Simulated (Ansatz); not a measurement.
# Ru: geometry relaxation (part 2 of 2)

Ru (slab, 6 atoms in the cell); DFT, LDA, PAW with Ansatz's default frozen-core files, scalar-relativistic, no spin polarisation (Ansatz 0.2.0); cutoff 420 eV, 14×9×1 k-mesh, Fermi–Dirac smearing of 0.08 eV. It belongs to a series of runs on one base structure; here: atoms relaxed, PAW files.

Geometry of the input (Å; fractional positions):
```
2.6749  0.0000  0.0000
0.0000  4.2243  0.0000
0.0000  0.0000  21.4053
Ru 0.7500  0.7500  0.3737
Ru 0.2500  0.2500  0.4098
Ru 0.2500  0.7500  0.4820
Ru 0.7500  0.2500  0.5180
Ru 0.7500  0.7500  0.5902
Ru 0.2500  0.2500  0.6263
```

```
WARN: The output density's exchange-correlation potential varies sharply where the density is thin. Do not read a vacuum level from v_tot or v_xc, or from such a field of the output density. On a cell that repeats whose density bears no net charge and no dipole along the vacuum's axis use v_es (v_loc + v_h of the components); under efield.dipole_correction with no amplitude use v_es + v_field, which holds any external_charges[].barrier, or the levels of the report's work_function block, which leave it out; under a non-zero efield.amplitude the vacuum is tilted and has no level; on a cell that repeats and bears such a dipole with no correction it is tilted too, and efield.dipole_correction with no amplitude gives each side of its ramp a level where efield: is served; in a cell that repeats whose density bears a net charge (total_charge, or a fill off its count) it is curved and has none; of a slab under crystal.periodic whose density bears no net charge use v_es, which has a level on each side, short of where the two are joined; of another it falls or rises all the way out and has none; of a slab beside external_charges read slab_vacuum_level instead, which it has where they leave it neutral. The grid or the basis barely resolves most such structure, and the values can differ between equally converged runs; as a rule a tighter scf.convergence.dr2_threshold does not remove it. Where the density itself ripples (under the LDA too) a higher basis.ecutwfc lessens it. The files hold the spikes' plane waves up to the density's cutoff. Files: v_tot_of_output_density and the like, and their columns of v_z.tsv (output.write_potential); v_xc_of_output_density and the like, and their columns of v_comp_z.tsv (output.write_potential_components). Measured: with its Gaussian average of σ = 0.25 Å subtracted twice, the exchange-correlation potential is over 0.1 eV at 128 of the grid points where the equally averaged density (valence and model cores) is under 1e-3 e/Å³, and 0.164 eV at the most among them, at an averaged density of 3.5e-5 e/Å³. The input density's (outcome.potential() and, of a run that writes arrays, v_tot and v_xc) is over 0.1 eV, so measured, at 128 points of its own thin density, 0.165 eV at the most. See output.write_potential in the manual, Limitations
SCF converged after 4 iterations
Free energy (F): -34544.847840 eV
Harris-Foulkes:  -34544.847840 eV  (|F-HF|=5.31e-8)
Internal energy: -34544.674990 eV  (E = F + TS)
E sigma→0 (E₀):  -34544.761415 eV
Entropy (-TS):   -0.172850 eV (-28.808 meV/atom)
Fermi energy:    4.432285 eV
Dipole field:    D = 0.000000 V/Å  (p = 0.000000 e·Å, saw-weighted, corrected)
Work function:   Φ+ = 5.1999 eV   Φ− = 5.1999 eV
Levels:          The Fermi level and band energies are counted from a zero that moves with the ramp; work functions are not
--- Per-component energies (eV) ---
  E_band       = -2138.690705
  E_kinetic    = 3090.394243
  E_local      = -133223.448862  (includes V_loc(G=0)·N_el)
  E_nonlocal   = 2096.031780
  E_hartree    = 64339.996382
  E_xc         = -1134.310307
  E_vxc        = -1429.619359  (∫ρ·V_xc dr)
  E_paw        = -20050.260360  (= ΣΔE_a)
  E_vpaw       = -1352.026453  (= ΣTr[D̂ρ^β])
  E_aug_tail   = -0.001446  (compensation charges beyond the density's cutoff)
  E_efield     = 0.000000  (sawtooth field / dipole correction)
  E_vefield    = 0.000000  (∫n·V_field dr)
  E_ewald      = 50333.493470
  E_core_change = 3.430110  (= ΣΔE_core)
  E_smearing   = -0.172850  (= −TS)
  E_closure    = -0.000000  (closes the sum)
  Σ components = -34544.847840   (vs F -34544.847840, Δ=0.00e0)
--- Forces (eV/Å), atoms counted from 1 ---
  atom   1  Ru     0.00000000     0.00000000     0.00123520
  atom   2  Ru     0.00000000     0.00000000     0.00043241
  atom   3  Ru     0.00000000     0.00000000    -0.00131284
  atom   4  Ru     0.00000000     0.00000000     0.00131286
  atom   5  Ru     0.00000000     0.00000000    -0.00043229
  atom   6  Ru     0.00000000     0.00000000    -0.00123526
  max |Σ_I F_I| component: 6.75e-8 eV/Å
--- Stress (GPa, compression-positive) ---
       -3.220510       0.000000       0.000000
        0.000000      -1.760105       0.000000
        0.000000       0.000000      -0.004933
  P = ⅓ Tr σ = -1.6618 GPa (-16.618 kbar)
--- Band table (eV; the first three rows and the last of 40) ---
  k-point 0: bands = ["-68.7378", "-68.5533", "-68.3443", "-68.3285", "-68.0597", "-68.0564", "-39.2748", "-38.9875", "-38.8882", "-38.8307", "-38.7428", "-38.5697", "-38.3152", "-38.2802", "-38.2132", "-38.2079", "-38.1354", "-38.1093", "-37.9986", "-37.9793", "-37.7827", "-37.7790", "-37.7751", "-37.7710", "-3.1772", "-1.9665", "-1.7275", "-1.4393", "-1.3694", "-1.0902", "-0.8861", "0.7262", "1.2335", "1.2596", "1.4570", "1.9550", "1.9792", "2.1687", "2.2206", "2.5516", "2.6110", "2.6481", "2.7183", "2.9371", "2.9797", "3.4610", "3.4721", "3.7088", "3.8818", "3.9408", "4.4671", "4.5117", "5.7907", "5.8372", "6.0448", "6.6034", "6.7203", "6.7280"]
  k-point 1: bands = ["-68.7319", "-68.5582", "-68.3412", "-68.3257", "-68.0634", "-68.0602", "-39.2480", "-39.0077", "-38.9234", "-38.7804", "-38.6907", "-38.5608", "-38.3514", "-38.2882", "-38.2201", "-38.1932", "-38.1285", "-38.1024", "-38.0032", "-37.9791", "-37.8001", "-37.7992", "-37.7907", "-37.7788", "-3.0439", "-1.9068", "-1.6847", "-1.6468", "-1.3258", "-0.9741", "-0.5475", "0.7494", "1.1166", "1.3346", "1.4452", "1.8535", "1.8618", "1.9958", "2.0429", "2.2660", "2.5862", "2.7064", "2.7951", "2.8055", "2.8430", "3.6001", "3.8490", "3.9510", "4.0155", "4.3496", "4.4578", "4.4763", "5.7393", "5.7809", "6.0189", "6.5170", "6.5844", "6.6126"]
  k-point 2: bands = ["-68.7150", "-68.5726", "-68.3324", "-68.3184", "-68.0733", "-68.0700", "-39.1859", "-39.0134", "-38.9701", "-38.6977", "-38.5797", "-38.5353", "-38.4108", "-38.3121", "-38.2549", "-38.1826", "-38.1082", "-38.0835", "-38.0181", "-37.9780", "-37.8604", "-37.8556", "-37.8127", "-37.8006", "-2.6727", "-1.8821", "-1.7478", "-1.4216", "-1.2058", "-0.7718", "-0.0305", "0.4743", "0.9673", "1.4209", "1.4782", "1.5003", "1.5810", "1.7925", "1.9381", "2.0688", "2.3945", "2.6665", "2.6995", "2.8407", "3.2666", "3.8977", "3.9774", "4.0144", "4.3111", "4.4113", "4.8145", "5.1869", "5.3751", "5.7147", "5.7492", "5.9257", "6.3049", "6.3313"]
  k-point 39: bands = ["-68.5712", "-68.5712", "-68.2473", "-68.2473", "-68.0346", "-68.0346", "-39.2594", "-39.2594", "-39.0269", "-39.0269", "-38.8167", "-38.8167", "-38.4913", "-38.4913", "-38.4256", "-38.4256", "-38.1890", "-38.1890", "-38.0434", "-38.0434", "-38.0226", "-38.0226", "-37.9172", "-37.9172", "-1.7643", "-1.7643", "-1.3719", "-1.3719", "-0.8176", "-0.8176", "-0.1722", "-0.1722", "0.1223", "0.1223", "0.8474", "0.8474", "2.2608", "2.2608", "2.9171", "2.9171", "3.2706", "3.2706", "3.5700", "3.5700", "4.5153", "4.5153", "5.0078", "5.0078", "5.5320", "5.5320", "6.1899", "6.1899", "6.4371", "6.4371", "7.7658", "7.7658", "8.8158", "8.8158"]
--- Relaxed structure (5 steps of the walk, 5 accepted, 0 SCFs on fresh bases) ---
  F+E_penalty+E_count = -34544.84784038 eV   max|allowed force component| = 1.313e-3 eV/Å
  atoms:
    - { symbol: Ru, position: [0.75, 0.75, 0.3798673069380718] }
    - { symbol: Ru, position: [0.25, 0.25, 0.4094005240469298] }
    - { symbol: Ru, position: [0.25, 0.75, 0.4830429369922118] }
    - { symbol: Ru, position: [0.75, 0.25, 0.5169570628143011] }
    - { symbol: Ru, position: [0.75, 0.75, 0.5905994757583662] }
    - { symbol: Ru, position: [0.25, 0.25, 0.620132693450119] }
```

**File rho_z.tsv**
```
# z_ang	rho[e/angstrom^3]
# format = ansatz-planar-average/11
# lattice	2.674932904	0.000000000	0.000000000
# lattice	0.000000000	4.224348590	0.000000000
# lattice	0.000000000	0.000000000	21.405300000
# sites	6
# site	44	2.006199678	3.168261443	8.131173665
# site	44	0.668733226	1.056087148	8.763341037
# site	44	0.668733226	3.168261443	10.339678979
# site	44	2.006199678	1.056087148	11.065621017
# site	44	2.006199678	3.168261443	12.641958958
# site	44	0.668733226	1.056087148	13.274126343
0.000000	-9.432630e-7
0.148648	9.846286e-7
0.297296	-1.006718e-6
0.445944	9.760347e-7
0.594592	-9.264645e-7
0.743240	9.722693e-7
0.891887	-9.709437e-7
1.040535	9.496942e-7
1.189183	-8.664793e-7
1.337831	9.512363e-7
1.486479	-8.743502e-7
1.635127	9.358949e-7
1.783775	-7.092060e-7
1.932423	9.906067e-7
2.081071	-6.015195e-7
2.229719	1.089506e-6
2.378367	-2.083538e-7
2.527015	1.433794e-6
2.675663	3.803110e-7
2.824310	2.171059e-6
2.972958	1.791751e-6
3.121606	3.956608e-6
3.270254	4.596798e-6
3.418902	7.874228e-6
3.567550	1.081189e-5
3.716198	1.667547e-5
3.864846	2.414114e-5
4.013494	3.601316e-5
4.162142	5.328809e-5
4.310790	7.858527e-5
4.459437	1.168082e-4
4.608085	1.718418e-4
4.756733	2.552674e-4
4.905381	3.755165e-4
5.054029	5.568367e-4
5.202677	8.188442e-4
5.351325	1.210282e-3
5.499973	1.778653e-3
5.648621	2.621893e-3
5.797269	3.846115e-3
5.945917	5.650078e-3
6.094565	8.275483e-3
6.243213	1.213092e-2
6.391860	1.775057e-2
6.540508	2.603591e-2
6.689156	3.831267e-2
6.837804	5.685398e-2
6.986452	8.579489e-2
7.135100	1.334491e-1
7.283748	2.181980e-1
7.432396	3.760050e-1
7.581044	6.249189e-1
7.729692	9.324164e-1
7.878340	1.232879e0
8.026988	1.494566e0
8.175635	1.725315e0
8.324283	1.897792e0
8.472931	1.945505e0
8.621579	1.849065e0
8.770227	1.667261e0
8.918875	1.451034e0
9.067523	1.199976e0
9.216171	9.222885e-1
9.364819	6.837121e-1
9.513467	5.606132e-1
9.662115	5.964989e-1
9.810762	7.735137e-1
9.959410	1.025796e0
10.108058	1.274442e0
10.256706	1.472485e0
10.405354	1.626501e0
10.554002	1.738451e0
10.702650	1.782139e0
10.851298	1.738451e0
10.999946	1.626501e0
11.148594	1.472485e0
11.297242	1.274442e0
11.445890	1.025796e0
11.594537	7.735137e-1
11.743185	5.964989e-1
11.891833	5.606132e-1
12.040481	6.837121e-1
12.189129	9.222885e-1
12.337777	1.199976e0
12.486425	1.451034e0
12.635073	1.667261e0
12.783721	1.849065e0
12.932369	1.945505e0
13.081017	1.897792e0
13.229665	1.725315e0
13.378312	1.494566e0
13.526960	1.232879e0
13.675608	9.324164e-1
13.824256	6.249189e-1
13.972904	3.760050e-1
14.121552	2.181980e-1
14.270200	1.334491e-1
14.418848	8.579489e-2
14.567496	5.685398e-2
14.716144	3.831267e-2
14.864792	2.603591e-2
15.013440	1.775057e-2
15.162088	1.213092e-2
15.310735	8.275483e-3
15.459383	5.650078e-3
15.608031	3.846114e-3
15.756679	2.621893e-3
15.905327	1.778653e-3
16.053975	1.210282e-3
16.202623	8.188443e-4
16.351271	5.568367e-4
16.499919	3.755166e-4
16.648567	2.552674e-4
16.797215	1.718418e-4
16.945863	1.168082e-4
17.094510	7.858528e-5
17.243158	5.328811e-5
17.391806	3.601315e-5
17.540454	2.414114e-5
17.689102	1.667548e-5
17.837750	1.081189e-5
17.986398	7.874228e-6
18.135046	4.596791e-6
18.283694	3.956615e-6
18.432342	1.791748e-6
18.580990	2.171054e-6
18.729637	3.803083e-7
18.878285	1.433794e-6
19.026933	-2.083557e-7
19.175581	1.089503e-6
19.324229	-6.015213e-7
19.472877	9.906097e-7
19.621525	-7.092065e-7
19.770173	9.358933e-7
19.918821	-8.743498e-7
20.067469	9.512384e-7
20.216117	-8.664791e-7
20.364765	9.496927e-7
20.513413	-9.709434e-7
20.662060	9.722715e-7
20.810708	-9.264642e-7
20.959356	9.760333e-7
21.108004	-1.006718e-6
21.256652	9.846306e-7
```

**Trajectory as extended XYZ (Å, eV, eV/Å), 5 frames, from step=1 to step=5**
```
6
Lattice="2.6749 0.0000 0.0000 0.0000 4.2243 0.0000 0.0000 0.0000 21.4053" Properties=species:S:1:pos:R:3:forces:R:3 step=1 energy=-34544.69032
Ru    2.0062    3.1683    8.0000    0.0000   0.0000   1.1507
Ru    0.6687    1.0561    8.7722    0.0000   0.0000  -0.2535
Ru    0.6687    3.1683   10.3166    0.0000   0.0000  -0.0044
Ru    2.0062    1.0561   11.0887    0.0000   0.0000   0.0044
Ru    2.0062    3.1683   12.6331    0.0000   0.0000   0.2535
Ru    0.6687    1.0561   13.4053    0.0000   0.0000  -1.1507
6
Lattice="2.6749 0.0000 0.0000 0.0000 4.2243 0.0000 0.0000 0.0000 21.4053" Properties=species:S:1:pos:R:3:forces:R:3 step=2 energy=-34544.80415
Ru    2.0062    3.1683    8.1918    0.0000   0.0000  -0.5590
Ru    0.6687    1.0561    8.7877    0.0000   0.0000  -0.2820
Ru    0.6687    3.1683   10.3613    0.0000   0.0000  -0.1855
Ru    2.0062    1.0561   11.0440    0.0000   0.0000   0.1855
Ru    2.0062    3.1683   12.6176    0.0000   0.0000   0.2820
Ru    0.6687    1.0561   13.2135    0.0000   0.0000   0.5590
6
Lattice="2.6749 0.0000 0.0000 0.0000 4.2243 0.0000 0.0000 0.0000 21.4053" Properties=species:S:1:pos:R:3:forces:R:3 step=3 energy=-34544.84748
Ru    2.0062    3.1683    8.1336    0.0000   0.0000  -0.0115
Ru    0.6687    1.0561    8.7680    0.0000   0.0000  -0.0544
Ru    0.6687    3.1683   10.3419    0.0000   0.0000  -0.0369
Ru    2.0062    1.0561   11.0634    0.0000   0.0000   0.0369
Ru    2.0062    3.1683   12.6373    0.0000   0.0000   0.0544
Ru    0.6687    1.0561   13.2717    0.0000   0.0000   0.0115
6
Lattice="2.6749 0.0000 0.0000 0.0000 4.2243 0.0000 0.0000 0.0000 21.4053" Properties=species:S:1:pos:R:3:forces:R:3 step=4 energy=-34544.84782
Ru    2.0062    3.1683    8.1308    0.0000   0.0000   0.0074
Ru    0.6687    1.0561    8.7642    0.0000   0.0000  -0.0099
Ru    0.6687    3.1683   10.3402    0.0000   0.0000  -0.0123
Ru    2.0062    1.0561   11.0651    0.0000   0.0000   0.0123
Ru    2.0062    3.1683   12.6411    0.0000   0.0000   0.0099
Ru    0.6687    1.0561   13.2745    0.0000   0.0000  -0.0074
6
Lattice="2.6749 0.0000 0.0000 0.0000 4.2243 0.0000 0.0000 0.0000 21.4053" Properties=species:S:1:pos:R:3:forces:R:3 step=5 energy=-34544.84784
Ru    2.0062    3.1683    8.1312    0.0000   0.0000   0.0012
Ru    0.6687    1.0561    8.7633    0.0000   0.0000   0.0004
Ru    0.6687    3.1683   10.3397    0.0000   0.0000  -0.0013
Ru    2.0062    1.0561   11.0656    0.0000   0.0000   0.0013
Ru    2.0062    3.1683   12.6420    0.0000   0.0000  -0.0004
Ru    0.6687    1.0561   13.2741    0.0000   0.0000  -0.0012
```

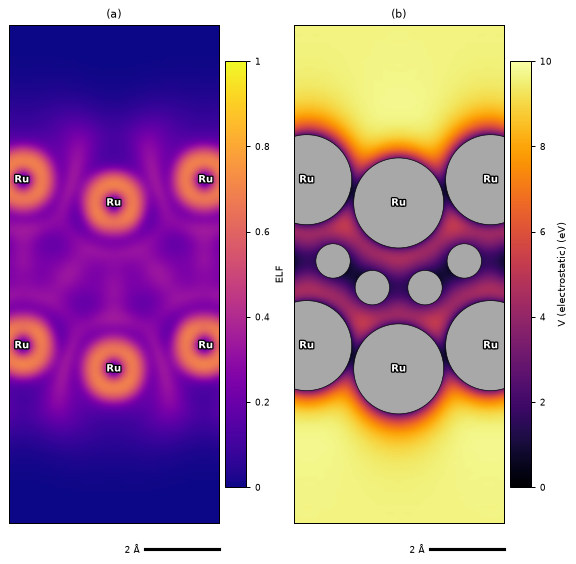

Fig. 1: (a) electron localisation function; (b) electrostatic potential energy of an electron on the (110) plane of the calculation cell, a cut from vacuum to vacuum. Grey discs, where drawn, cover atomic cores. Ru–Ru (2.58 Å): the ELF is about 0.30 at the midpoint (no shared electron pair). The strong features right at Ru lie inside the PAW spheres (semicore, d or f shells) and say nothing about bonding. The fields are those of the smooth PAW valence density.

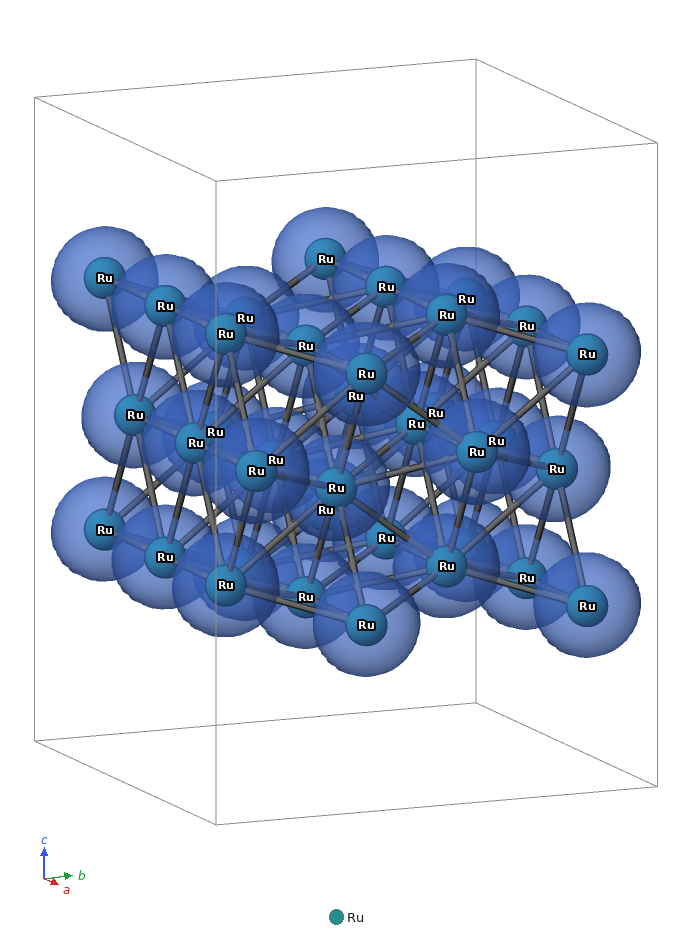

Fig. 2: Isosurface of the valence charge density (pseudo) at 1 e/Å³ (blue), seen slightly off an axis. Sticks mark near contacts. At this value the density breaks into separate islands; it holds about 75 % of the electrons treated as valence (semicore included). It is pinched off along the Ru–Ru (2.58 Å) and Ru–Ru (2.64 Å) contacts. On the grid the lowest density along these lines, outside the cores, is 0.48 e/Å³ (Ru–Ru, 2.58 Å) and 0.43 e/Å³ (Ru–Ru, 2.64 Å).

**Summary**

| quantity | value |
| --- | --- |
| outcome | converged |
| electrons treated | 96 |
| free energy | −34544.8478 eV |
| Fermi energy | 4.432 eV |
| final volume | 241.88 Å³ |
| largest force (length of the vector) at the end | 0.001 eV/Å |
| wall time | 2.1 min (CPU time 4.1 min) |
| peak memory | 0.69 GiB |

**Remarks**

The program warns: the SCF threshold is looser than advised for the printed stress; the exchange-correlation potential is rough where the density is thin.
